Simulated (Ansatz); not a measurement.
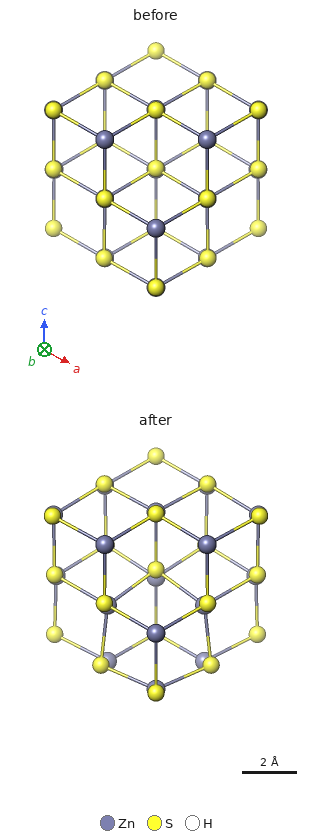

The structure of a defect cell of composition Zn$_{16}$HS$_{16}$ (cell charge −1) before (top) and after (bottom) a relaxation, at one scale.

The picture is a ball-and-stick view of the atoms within 5.8 Å of the atom that moves most (axes of the cell of the calculation), seen along the b axis.

Case: H interstitial, charge -1, atoms relaxed at the host's cell.

Method: DFT PBE, scalar-relativistic, plane waves, PAW in Ansatz. Set-up: plane-wave cutoff 420 eV; k-point mesh 2 × 2 × 2; occupations gaussian; smearing width 0.01 eV; mesh shifted by (0.5, 0.5, 0.5); no spin polarisation; atoms relaxed in a fixed cell; force threshold 0.025 eV/Å; at most 45 steps.

Summarise the run.

The largest moves, 0.15 Å, are those of S atoms. Largest moves by element: S 0.15 Å, Zn 0.14 Å. H stays in place. The lattice vectors keep their values. Some distances before and after: S–Zn 2.352 → 2.302 Å, S–Zn 2.353 → 2.388 Å, S–Zn 2.366 → 2.350 Å, S–Zn 2.356 → 2.368 Å. Among the angles between lasting bonds that change: S–Zn–S 110.8° → 123.4°, Zn–S–Zn 108.8° → 101.7°, Zn–S–Zn 110.1° → 116.4°. Over 4 accepted moves (5 points after the start) the energy falls by 0.291 eV per cell of the calculation. Largest force component: 0.36 eV/Å at the start, 0.0034 eV/Å at the end. 1 step only repeated the SCF at the same geometry. The run took 30 s on 4 threads of Intel(R) Xeon(R) 6975P-C (Granite Rapids), with other jobs on the host, peak memory 1.5 GiB.

Limits of the set-up: the cell is charged, on a uniform background, and energies carry no finite-size correction.
